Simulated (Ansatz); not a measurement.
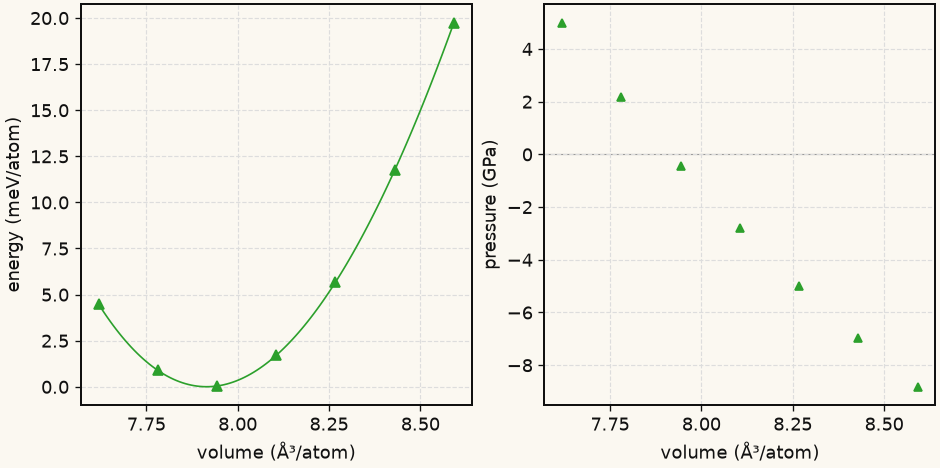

The plot gives the computed energy and pressure against volume for Be, space group P6_3/mmc (No. 194).

Cell as given: a = 2.285 Å, b = 2.285 Å, c = 3.584 Å, α = 90.00°, β = 90.00°, γ = 120.00°; 2 atoms.

How it was computed, with Ansatz 0.2.0: plane-wave DFT, no spin polarisation; energies at scaled volumes of the given cell, shape and fractions fixed, counted from the fit's minimum, third-order Birch-Murnaghan fit. Level: PBE.

```tsv
setting	value
k mesh	13×13×8
occupations	Fermi–Dirac
smearing width	0.05 eV
potentials	Ansatz PAW
wave cutoff	420 eV
density cutoff	1680 eV
```

What equilibrium volume and bulk modulus follow from the curve?

Answer. A third-order Birch–Murnaghan fit gives V0 = 7.92 Å³/atom, B0 = 123 GPa and B′ = 3.3.

Read off the course of the pressure.

Answer. It falls from 5.00 GPa at volume 7.6192 Å³/atom to −8.82 GPa at 8.5918 Å³/atom, and changes sign near 7.92 Å³/atom.

Note: shape and atomic fractions are frozen while scaling, which makes layered, chain and framework solids too stiff.
